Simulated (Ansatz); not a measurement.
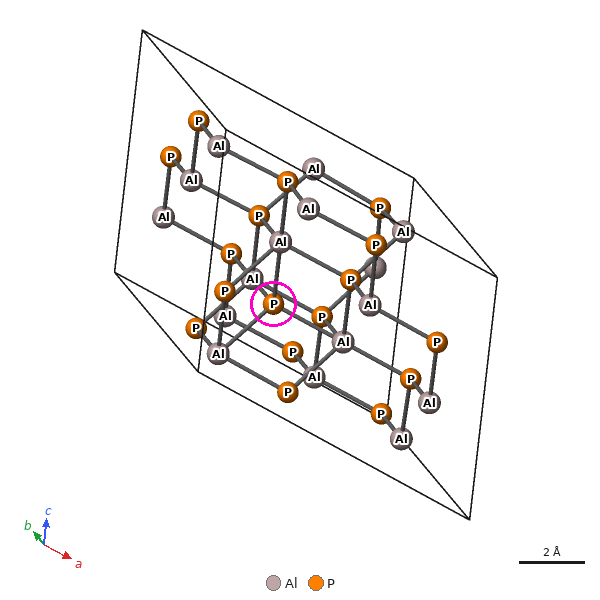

View slightly off an axis, drawn as a ball-and-stick model. The lines enclose the supercell; boundary atoms appear with their images. The host is AlP, in a cell of 32 sites, and the cell is neutral. A ring marks the defect's site.

Question: Which defect is modelled here, and what are its neighbours?

Answer: An interstitial phosphorus atom. It is bonded to four Al in a tetrahedral arrangement at about 2.4 Å.

Level of theory: Ansatz 0.2.0, DFT PBE, scalar-relativistic, plane waves, PAW. Settings were a cutoff energy of 420 eV, a 2×2×2 grid in reciprocal space, Gaussian smearing of 0.01 eV, collinear spins.

Question: Does the defective cell carry a moment?

Answer: Yes, 3.0 μB in the cell.

The atoms were relaxed in the host's cell with DFT PBE, scalar-relativistic, plane waves, PAW (Ansatz 0.2.0).
